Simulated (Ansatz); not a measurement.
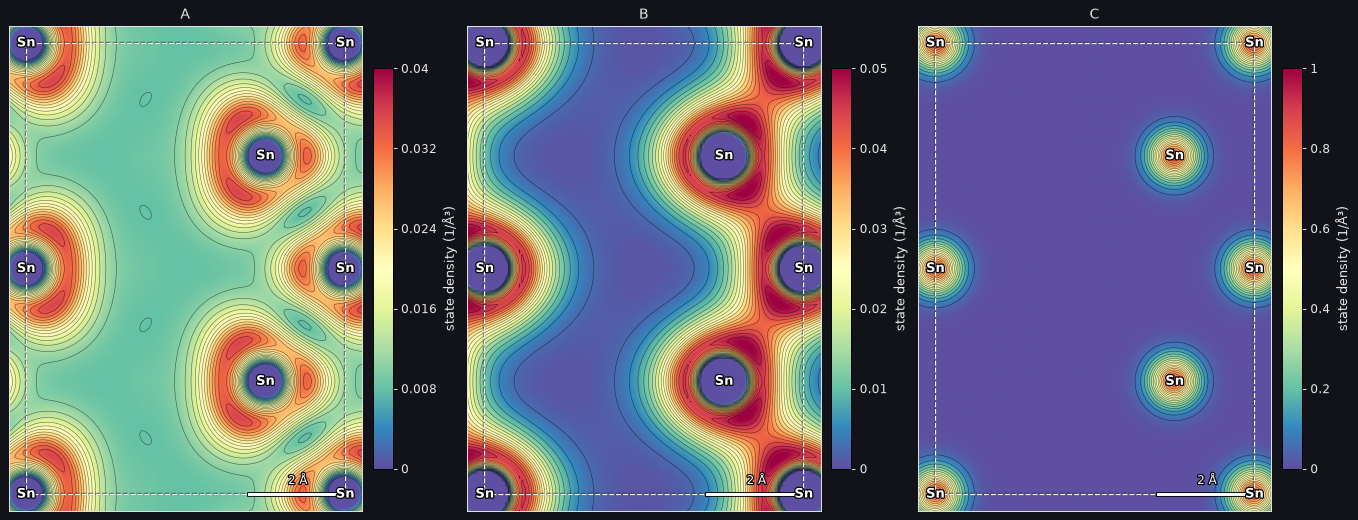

Sn: densities of the states in three energy windows, on the (110) plane of the conventional cell.

Space group Fd-3m; the calculation finds a residual pressure of about 4 GPa at this fixed cell.

These are results of Ansatz 0.2.0, DFT PBE, scalar-relativistic, plane waves, PAW, not measurements.

In a PAW calculation such maps are meaningful between the atoms, not at the nuclei.

Match the panels to the energy ranges (zero at the Fermi level): −21.8 to −21.2 eV, −10.7 to −7.1 eV and 0.0 to +1.2 eV.

Answer. Panel A: 0.0 to +1.2 eV, the empty states just over the Fermi level, mainly Sn 5p (65 %) and Sn 5s (35 %).
Panel B: −10.7 to −7.1 eV, the lower third of the occupied valence band, mainly Sn 5s (75 %) and Sn 5p (25 %).
Panel C: −21.8 to −21.2 eV, a separate group of bands (semicore or deep states), mainly Sn 4d (over 95 %).
The characters are Löwdin shares on a minimal set of atomic orbitals. At the bottom of an sp band the diffuse p orbitals of such a set take a share of s-like charge between the atoms, so the p share there is overstated.

Run time: 2.9 s on 1 thread of Arm Neoverse V2, with other jobs on the host, peak memory 0.33 GiB.
